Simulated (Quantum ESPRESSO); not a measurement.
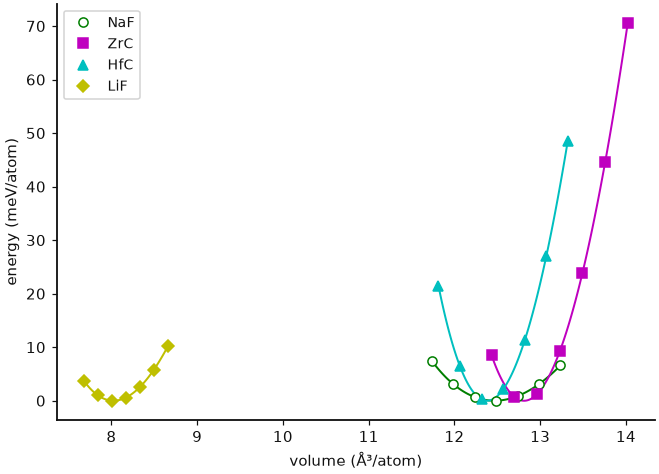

Method: plane-wave DFT, no spin polarisation; energies at scaled volumes of the given cell, shape and fractions fixed, counted from the fit's minimum, third-order Birch-Murnaghan fit (Quantum ESPRESSO 7.5). Level: PBE with D3(BJ).

occupations Fermi–Dirac; smearing width 0.05 eV; potentials PseudoDojo 0.4.1 SR PBE standard.

Figure. Energy against volume, with one curve for each compound, for HfC, LiF, NaF and ZrC (all in space group Fm-3m (No. 225)).

Settings that differ: NaF: density cutoff 4790 eV, wave cutoff 1200 eV, k mesh 10×10×10; ZrC: density cutoff 4460 eV, wave cutoff 1120 eV, k mesh 10×10×10; HfC: density cutoff 4460 eV, wave cutoff 1120 eV, k mesh 10×10×10; LiF: density cutoff 4570 eV, wave cutoff 1140 eV, k mesh 11×11×11.

The fitted equilibrium volumes, smallest first, are LiF 8.025, HfC 12.380, NaF 12.467, ZrC 12.812 Å³/atom. The fitted bulk moduli, smallest first, are NaF 49.8, LiF 74.3, ZrC 231.0, HfC 245.6 GPa.
